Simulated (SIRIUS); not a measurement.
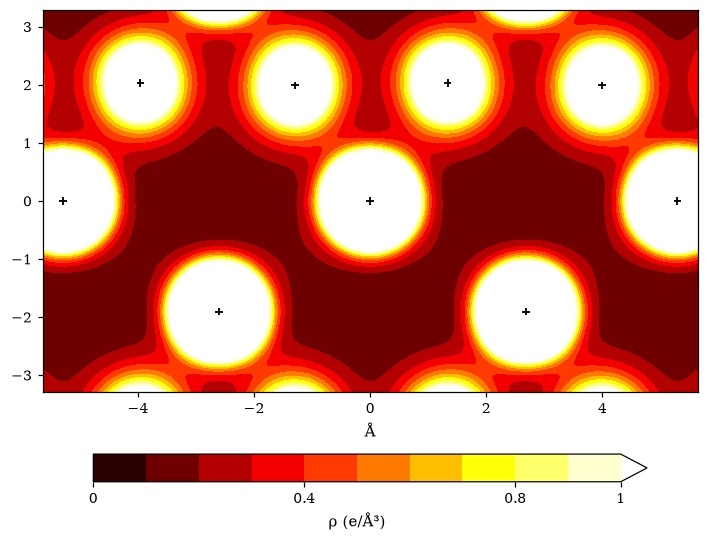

The total electron density on a plane through atoms (crosses mark nuclei in the plane).

Method: SIRIUS, Kohn-Sham DFT of a periodic cell, PBEsol, all-electron FP-LAPW.

Candidates:
A. MoS$_{2}$, a = 3.16 Å, b = 3.16 Å, c = 6.41 Å, α = 75.74°, β = 75.74°, γ = 60.00°. Space group P1; not relaxed (largest force 1.2 eV/Å).
B. Ir, a = 3.82 Å, b = 3.81 Å, c = 2.68 Å, α = 89.95°, β = 133.90°, γ = 90.31°. Space group P-1.
C. ZrC, a = 3.39 Å, b = 3.39 Å, c = 5.29 Å, α = 90.00°, β = 90.00°, γ = 120.00°. Space group P1; a structure from a database of computed crystals, not necessarily the ambient phase; not relaxed (largest force 1.3 eV/Å).

Q: Which candidate gave the map?

A: Candidate C: ZrC on the (110) plane of the conventional cell, which holds Zr and C. Zr–C (2.43 Å): the density is about 0.38 e/Å³ at the midpoint.
